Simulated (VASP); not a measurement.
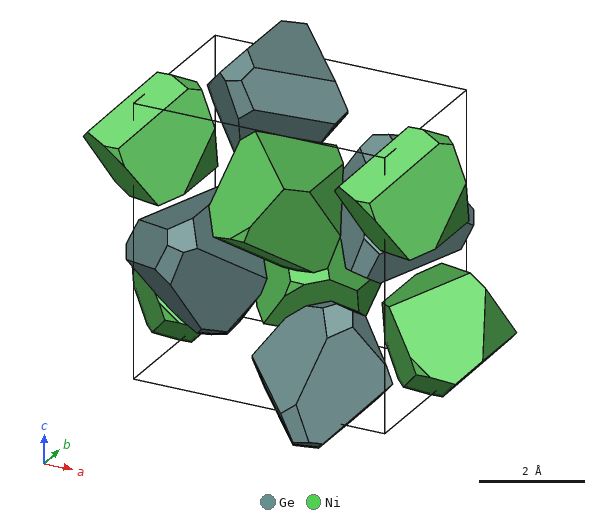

Computed Voronoi cells of the atoms in the unit cell of NiGe (space group Pnma (No. 62), a = 5.381 Å, b = 3.428 Å, c = 5.811 Å, α = 90.00°, β = 90.00°, γ = 90.00°), coloured by the element inside, shrunk a little to part them. Source: an entry of the Crystallography Open Database, as set up for an electronic-structure calculation.

| site | Wyckoff | x | y | z |
| --- | --- | --- | --- | --- |
| Ge | 4c | 0.3120 | 0.7500 | 0.9170 |
| Ni | 4c | 0.4950 | 0.7500 | 0.3100 |

What share of the volume falls to each element, and how large are the cells?

Ge: 14.0 Å³ per atom, 52 % of the volume; Ni: 12.8 Å³ per atom, 48 % of the volume. The partition uses no radii, so it reflects positions alone and not ionic sizes.
